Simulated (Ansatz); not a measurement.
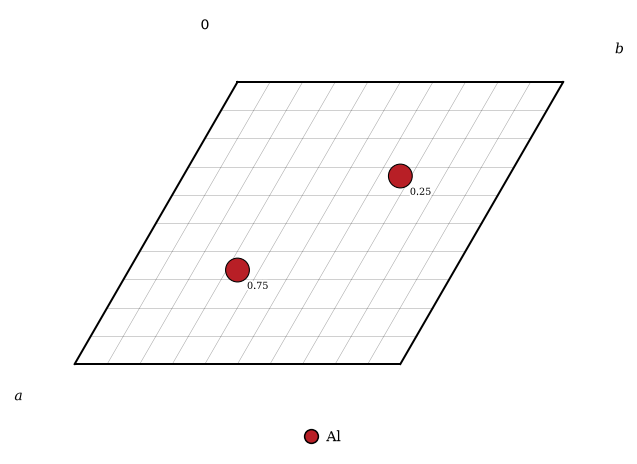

Plan of a unit cell projected along c (a down the page, b across); the numbers are heights as fractions of c, and atoms on the cell's edges are repeated. The grid marks tenths of a and b. Source: the end point of a relaxation with DFT PBE, scalar-relativistic, plane waves, PAW in Ansatz 0.2.0; the starting structure was generated, so it need not be a known form of this composition. Geometry calculated from the standardised cell; symmetry tolerance 0.002 Å.

a = 2.851 Å, b = 2.851 Å, c = 4.726 Å, α = 90.00°, β = 90.00°, γ = 120.00°.

**What does the cell contain?**

2 Al: Al, Z = 2.

**Which space group?**

P6_3/mmc (No. 194), primitive hexagonal.

**Give the independent sites, coordinates to two places.**

```csv
atom,site,symmetry,x,y,z
Al,2c,-6m2,0.67,0.33,0.75
```
